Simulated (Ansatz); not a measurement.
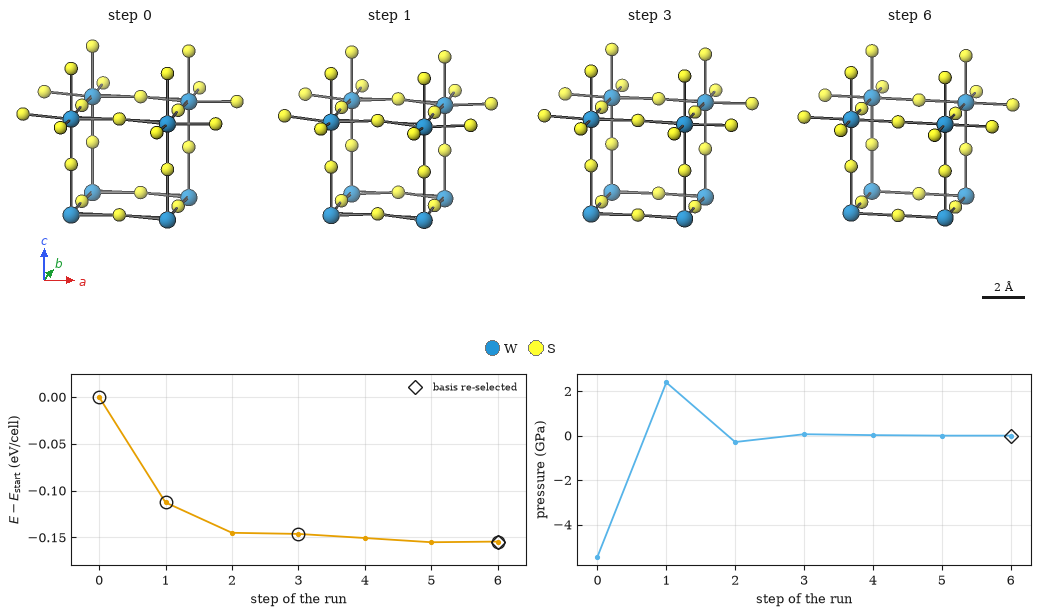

Frames of a relaxation of solid WS3 (a generated structure, set up in P4mm) (coarse preliminary run), marked on the history of the run. The picture is a ball-and-stick view of the cell of the calculation, seen slightly off an axis.

Computed with Ansatz 0.2.0, DFT PBE, scalar-relativistic, plane waves, PAW.

Input file:
```yaml
crystal:
  lattice:
    - [4.8, 0.0, 0.0]
    - [0.0, 4.8, 0.0]
    - [0.0, 0.0, 4.8]
  atoms:
    - { symbol: W, position: [0.0, 0.0, 0.97297761] }
    - { symbol: S, position: [0.0, 0.5, 0.0] }
    - { symbol: S, position: [0.5, 0.0, 0.0] }
    - { symbol: S, position: [0.0, 0.0, 0.5] }
basis:
  ecutwfc: 420
kpoints:
  mp_grid: { grid: [4, 4, 4] }
hamiltonian:
  xc: pbe
scf:
  occupations: { method: gaussian, width: 0.1 }
  lower_state_search: "off"
output:
  forces: true
  stress: true
  eigenvalues: true
relax:
  adjacent_minimum: "off"
  f_tol: 0.04
  max_steps: 70
  cell: { stress_tol: 0.4 }
```

Launched with:
```bash
ansatz run input.yaml --threads 1 --pin off --max-ram 2048MiB --backend cpu --events-out ev --progress --plain --runs-dir out
```

What happens along the run?

Over 5 accepted moves (6 points after the start) the energy falls by 0.154 eV per cell of the calculation. Largest force component: 0.14 eV/Å at the start, 0.003 eV/Å at the end. The pressure goes from −5.44 to 0.00 GPa. At 1 point the geometry stayed and the basis and grid were re-selected for the new cell (energy shift of 0.7 meV per cell of the calculation at most each time). The atom that moves furthest relative to the cell is W1 (0.093 Å along +c). By element the largest moves are W 0.093 Å, S 0.032 Å. Cell: a = b = c 4.800 → 4.681 Å (−2.5 %). Volume −7.3 %. Some distances before and after: W1–S4 2.530 → 2.343 Å, W1–S4 (another image) 2.270 → 2.339 Å, W1–S2 2.404 → 2.340 Å. Among the angles between lasting bonds that change: S2–W1–S2 173.8° → 179.9°, W1–S2–W1 173.8° → 179.9°, S2–W1–S4 93.1° → 90.1°. The space group (tolerance 0.01 Å) goes from P4mm (No. 99) to Pm-3m (No. 221). The run took 22 s on 1 thread of Intel(R) Xeon(R) Platinum 8375C CPU @ 2.90GHz (Ice Lake), with other jobs on the host, peak memory 0.4 GiB. From step 0 to 1: S4 moves most (0.06 Å), volume −9.3 %, energy −0.113 eV per cell of the calculation. From step 1 to 3: W1 moves most (0.08 Å), volume +2.3 %, energy −33.6 meV per cell of the calculation. From step 3 to 6: W1 moves most (0.05 Å), energy −8.2 meV per cell of the calculation.

```tsv
step	E − E(0), meV/atom	largest force component, eV/Å	pressure, GPa	volume, Å³/atom	note
0	0.00	0.1375	-5.44	27.648	
1	-28.15	0.2266	2.39	25.073	
2	-36.25	0.2487	-0.29	25.840	
3	-36.55	0.0247	0.06	25.662	
4	-37.64	0.0019	0.02	25.642	
5	-38.77	0.0030	0.00	25.642	
6	-38.59	0.0030	0.00	25.642	same geometry, new basis
```
